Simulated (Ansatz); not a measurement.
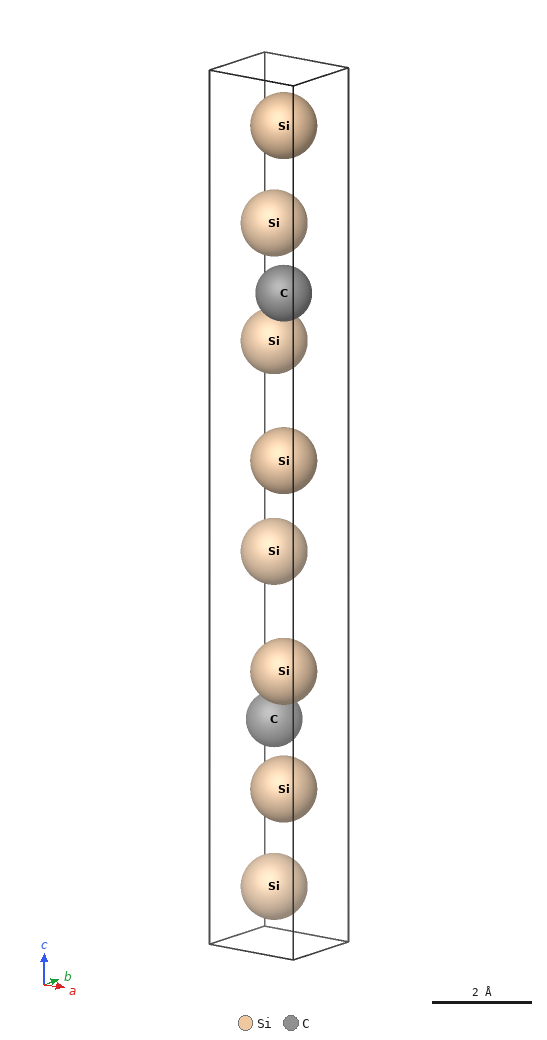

We look at a spheres-only model of the crystal slightly off an axis. The conventional unit cell is outlined; an atom on or near a face, edge or corner is repeated at each equivalent position. Cell: a = 2.85 Å, b = 2.85 Å, c = 17.98 Å, α = 90.00°, β = 90.00°, γ = 120.00°.

Provenance: a structure type filled with these elements by a generator (whether the compound takes this form wasn't checked). Earlier steps of the study may have refined or changed the cell and positions. A calculation with Ansatz used it as input.

**What is this?**

The solid is Si$_{4}$C. Space group: P6_3/mmc (No. 194). Lattice: primitive hexagonal. Cell content 8 Si, 2 C; Z = 2. The C atoms are each bonded to six Si in a distorted trigonal prismatic arrangement at about 2.0 Å. Si takes two kinds of site: 4f with three C and one Si (about 2.0 Å to C, 2.4 Å to Si); 4f with no bonds drawn.

The calculation used DFT PBE, scalar-relativistic, plane waves, PAW (Ansatz), with E_cut = 420 eV, k-points on an 18×18×2 grid, Gaussian smearing of 0.1 eV, no spin polarisation.

**Classify it as metallic or gapped, with the value.**

A metal: bands cross the Fermi level.

**How charged are the atoms, by the Bader scheme?**

Si +0.02 to +1.32 e; C -2.69 e.

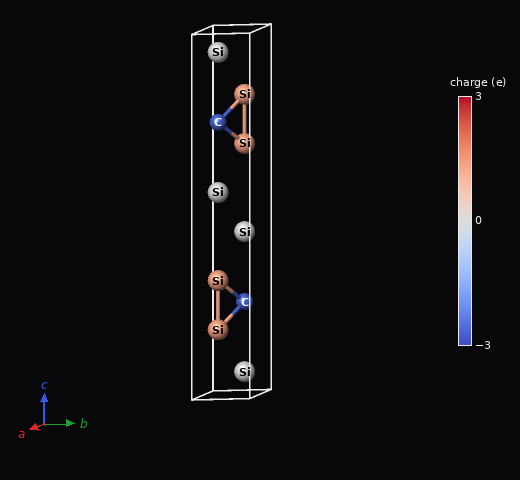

The atoms coloured by those charges. The run's cell of 10 atoms is drawn.

**Has the structure come to rest?**

Yes. The largest force is 0.01 eV/Å. The pressure is 0.0 GPa, close to zero.
